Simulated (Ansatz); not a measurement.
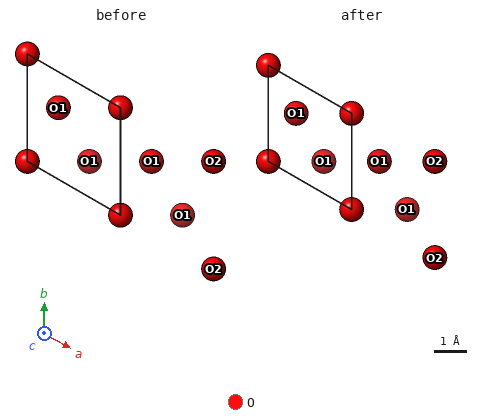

The structure of crystalline O (set up in R-3m) before (left) and after (right) a relaxation, at one scale.

The picture is a ball-and-stick view of the conventional cell (3 times the calculation's cell), repeated 2 × 1 × 1 with one cell outlined, seen along the c axis. Lengths and directions refer to the drawn axes.

Case: relaxed at 3 GPa.

Theory: Ansatz 0.2.0, DFT r2SCAN, scalar-relativistic, plane waves, PAW.

Input
```yaml
crystal:
  lattice:
    - [1.6974609101, 0.9800295134, 3.7870160147]
    - [-1.6974609101, 0.9800295134, 3.7870160147]
    - [0.0, -1.9600590268, 3.7870160147]
  atoms:
    - { symbol: O, position: [0.0526029192, 0.0526029192, 0.0526029192], spin: 0.63 }
    - { symbol: O, position: [0.9473970808, 0.9473970808, 0.9473970808], spin: 0.63 }
basis:
  ecutwfc: 500
kpoints:
  mp_grid: { grid: [12, 12, 12] }
hamiltonian:
  xc: r2scan
scf:
  occupations: { method: gaussian, width: 0.02 }
output:
  forces: true
  stress: true
  eigenvalues: true
  populations: true
magnetization:
  spin_polarized: true
relax:
  adjacent_minimum: "off"
  f_tol: 0.008
  max_steps: 50
  cell: { stress_tol: 0.08, p_target: 3.0 }
```

Command:
```bash
ansatz run input.yaml --threads 1 --pin off --max-ram 2560MiB --backend cpu --events-out ev --progress --plain --runs-dir out
```

### Describe what moved and what it gained.

The energy rises by 30.1 meV per atom in 6 accepted moves (9 points after the start). With the target pressure of 3 GPa, the enthalpy E + pV changes by −64.5 meV per atom. Largest force component: 0.9 eV/Å at the start, 0.00019 eV/Å at the end. The pressure goes from 1.60 to 3.00 GPa. The line search rejected the trial step at point 3 of the run. At 2 points the geometry stayed and the basis and grid were re-selected for the new cell (energy shift of 3.4 meV per atom at most each time). The largest moves relative to the cell, 0.055 Å, are those of O1 and O2. O1 goes along +c. Cell: a = b 3.395 → 3.036 Å (−10.6 %), c 11.361 → 10.414 Å (−8.3 %). Volume −26.7 %. Some distances before and after: O1–O2 1.195 → 1.205 Å. The space group stays R-3m (No. 166).
